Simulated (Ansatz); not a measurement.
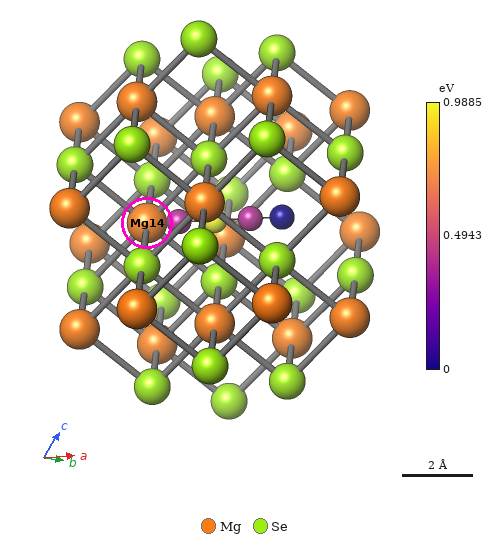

A nudged-elastic-band calculation for a defect cell of composition Mg$_{7}$Se$_{8}$ with a Mg vacancy (15 atoms in the cell). Images are numbered from 0 (start) to 4 (end). The start is drawn whole; smaller spheres mark the moving atoms (Mg) in the later images, joined by lines and coloured by the energy of the image relative to the start. Style: ball-and-stick. Shown: the atoms within 6.2 Å of the middle of the path, from a free direction. The moving atom is ringed, with any periodic copies. Bonds to atoms that aren't drawn are left out.

Theory: Ansatz, DFT, PAW plane waves, PBE. Settings: plane-wave cutoff 420 eV; k-point mesh 2 × 2 × 2; cold smearing 0.15 eV; 3 movable images; climbing image; force threshold 0.1 eV/Å; iteration limit 40.

Q: Describe the path and its energy.

A: It is a vacancy jump: a nearby atom moves into the empty site and leaves its own site empty. A Mg atom travels furthest, 3.92 Å from end to end, along +a, on a straight line. At the highest image its nearest neighbour (Se) is 2.41 Å away, against 2.76 Å at the start, and the surrounding atoms stand up to 0.43 Å off the mean of their end positions. The barrier is about 0.99 eV in both directions, with image 2 at the top; the ends have the same energy. The band converged in 5 iterations. The largest component of the band force went from 6.3 to 0.066 eV/Å. The climbing image converged on the top of the path. Its curvatures weren't checked. The force threshold of 0.1 eV/Å is loose, so the barrier is approximate.

Limits of the set-up: the k-point mesh is coarse for a cell with partly filled bands; the periodic images lie only 7.8 Å apart, so the values are limited by the cell's size.

The run took 2.4 min on 4 threads of Arm Neoverse V2, with other jobs on the host, peak memory 1.8 GiB.
